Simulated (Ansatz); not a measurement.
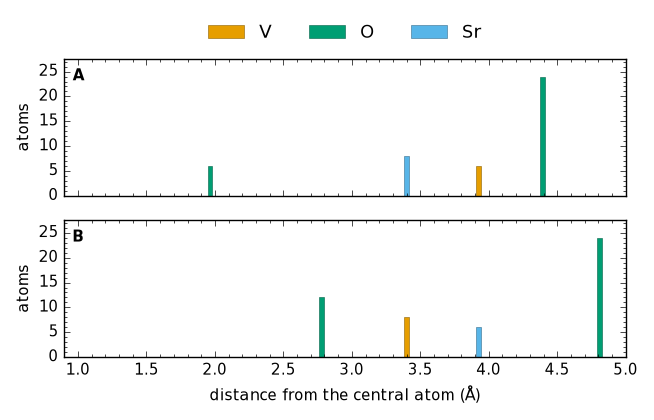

Neighbour shells computed from the structure of SrVO₃: each bar gives the number of atoms of one element at one distance (within 0.03 Å) from a central atom. It is based on a model structure set up as the input of an electronic-structure calculation (not necessarily at equilibrium). The cell comes from a structure generator, not from experiment.

```
a = 3.928 Å, b = 3.928 Å, c = 3.928 Å, α = 90.00°, β = 90.00°, γ = 90.00°
V1  0.0000  0.0000  0.0000
O2  0.5000  0.0000  0.0000
O3  0.0000  0.5000  0.0000
O4  0.0000  0.0000  0.5000
Sr5  0.5000  0.5000  0.5000
```

### Which atom of the list is the centre of each panel?

panel A: V1; panel B: Sr5.

### List the closest shells (up to six) of each central atom.

Panel A: 6 O at 1.96 Å, 8 Sr at 3.40 Å, 6 V at 3.93 Å, 24 O at 4.39 Å
Panel B: 12 O at 2.78 Å, 8 V at 3.40 Å, 6 Sr at 3.93 Å, 24 O at 4.81 Å
